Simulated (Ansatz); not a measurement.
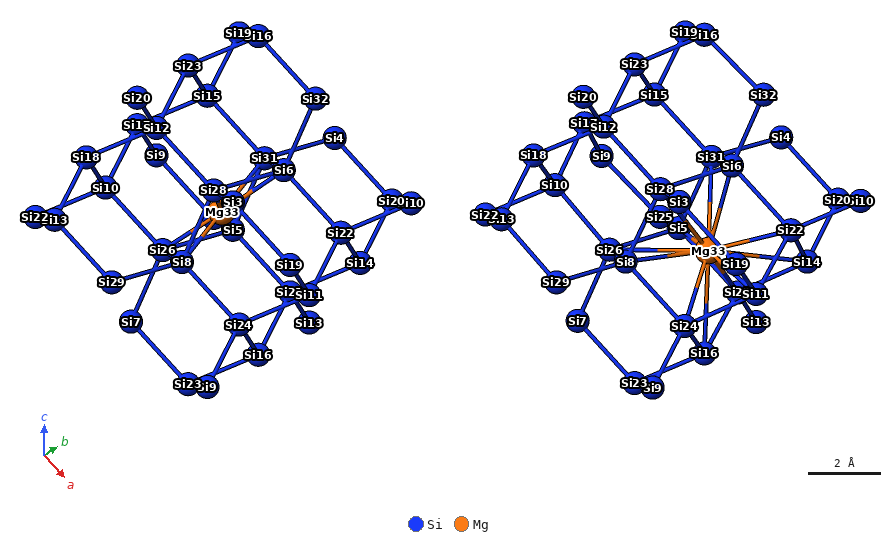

Two geometries of a defect cell of composition MgSi$_{32}$ (cell charge +2), drawn at one scale. One is the start of a relaxation, the other its converged end. A ball-and-stick model of the atoms within 5.8 Å of the atom that moves most (axes of the conventional cell (2 times the calculation's cell) (origin shifted)), seen slightly off an axis. Lengths and directions refer to the drawn axes.

Theory: DFT PBE, scalar-relativistic, plane waves, PAW in Ansatz. Set-up: plane-wave cutoff 420 eV; k-point mesh 2 × 2 × 2; occupations gaussian; smearing width 0.02 eV; mesh shifted by (0.5, 0.5, 0.5); no spin polarisation; atoms relaxed in a fixed cell; force threshold 0.02 eV/Å; at most 60 steps.

Q: Which of the two is the end point?

A: The right one is the relaxed one. Case: Mg interstitial, charge +2, atoms relaxed. Over 11 accepted moves (12 points after the start) the energy falls by 3.381 eV per cell of the calculation. The largest force component goes from 3.9 to 0.0074 eV/Å. 1 step only repeated the SCF at the same geometry. Mg33 moves most: 1.54 Å along +a. By element the largest moves are Mg 1.54 Å, Si 0.13 Å. The cell stays as it was. Near-neighbour distances that change, for instance: Si11–Mg33 4.231 → 2.990 Å, Si16–Mg33 4.181 → 2.990 Å, Si22–Mg33 3.601 → 2.624 Å, Si21–Mg33 3.542 → 2.625 Å. New bonds form, among them: Si11–Mg33 (4.23 → 2.99 Å), Si14–Mg33 (4.23 → 2.99 Å), Si16–Mg33 (4.18 → 2.99 Å). Among the angles between lasting bonds that change: Si6–Mg33–Si26 179.3° → 110.8°, Si5–Mg33–Si28 177.0° → 110.4°, Si22–Si6–Mg33 99.9° → 62.1°. The run took 2.1 min on 4 threads of Arm Neoverse V2, with other jobs on the host, peak memory 1.5 GiB.

Limits of the set-up: the cell is charged, on a uniform background, and energies carry no finite-size correction.
